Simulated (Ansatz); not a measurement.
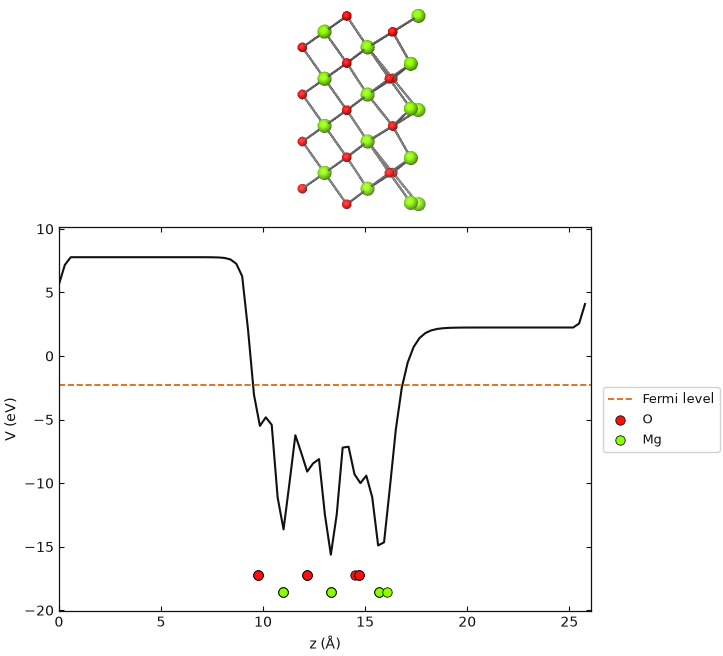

Plane-averaged electrostatic potential energy of an electron across the slab; circles at the bottom mark the heights of the atoms. The structure is drawn too.

The material is a (111) slab cut from MgO (Fm-3m), ended by Mg above and O below, 24 atoms in the cell, the slab at its places in the relaxed adsorbed structure.

Level of theory: DFT PBE+D3(BJ), scalar-relativistic, plane waves, PAW, no spin polarisation, 3×3×1 k mesh, 420 eV cutoff, Gaussian smearing of 0.05 eV; code Ansatz.

Read off the work function of each face.

The work function is 4.54 eV at the right face and 10.07 eV at the left.

Do the two faces differ, and what does that say about the slab's dipole?

The vacuum level is 5.53 eV higher at the left than at the right, so the slab carries a dipole along its normal; the ramp in the vacuum, at or near the edge of the plot, is the dipole correction that keeps each side flat.

How thick are slab and vacuum?

The outermost atoms are 6.3 Å apart, which leaves 19.7 Å of vacuum in a cell 26.1 Å high.

The atoms aren't at rest in this cell (largest force 2.6 eV/Å), so the relaxed material can differ.
